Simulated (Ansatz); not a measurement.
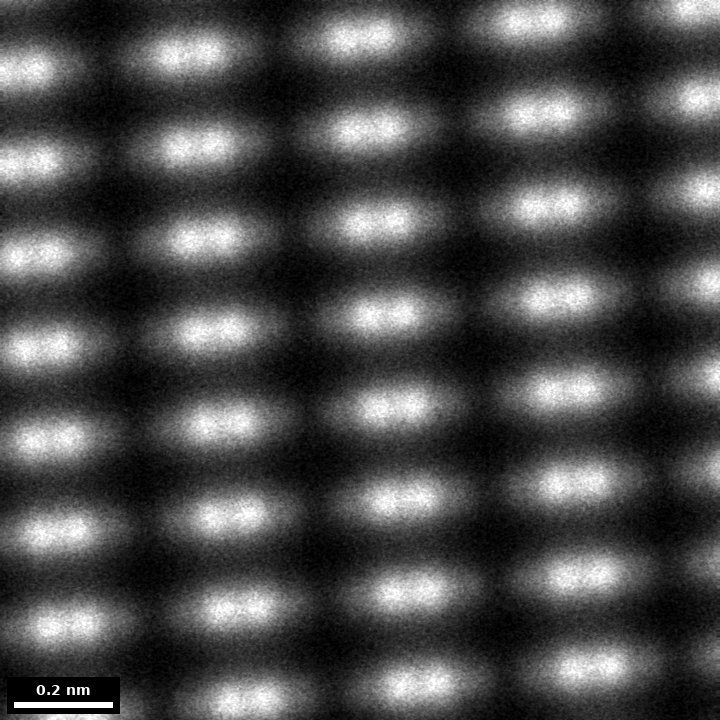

iDPC-like image of TiO2 (I4_1/amd, No. 141). Simulated as the projected potential of neutral atoms (B = 0.5 Å²) blurred by a 0.50 Å probe, the thin-sample limit of integrated differential phase contrast. Shot noise and a slight drift were added. Structure used: the geometry relaxed with Ansatz, DFT, PAW plane waves, r2scan; the starting structure was generated, so it need not be a known form of this composition.

```cif
data_structure
_symmetry_space_group_name_H-M 'I4_1/amd:1'
_symmetry_Int_Tables_number 141
_cell_length_a 3.7779
_cell_length_b 3.7779
_cell_length_c 9.5835
_cell_angle_alpha 90.000
_cell_angle_beta 90.000
_cell_angle_gamma 90.000
_cell_volume 136.78
loop_
_atom_site_label
_atom_site_type_symbol
_atom_site_symmetry_multiplicity
_atom_site_Wyckoff_symbol
_atom_site_fract_x
_atom_site_fract_y
_atom_site_fract_z
_atom_site_occupancy
Ti1 Ti 4 a 0.00000 0.00000 0.00000 1
O1 O 8 e 0.00000 0.00000 0.20728 1
```

Along which zone axis is the crystal seen: [110], [221], [111] or [101]? (Directions equivalent by symmetry count as one.)

[101]. The projected cells are 2.67 × 2.74 Å, 119° for [110]; 1.61 × 1.61 Å, 113° for [221]; 3.55 × 3.55 Å, 98° for [111]; 1.89 × 3.51 Å, 90° for [101], and the image repeats as the [101] one does.
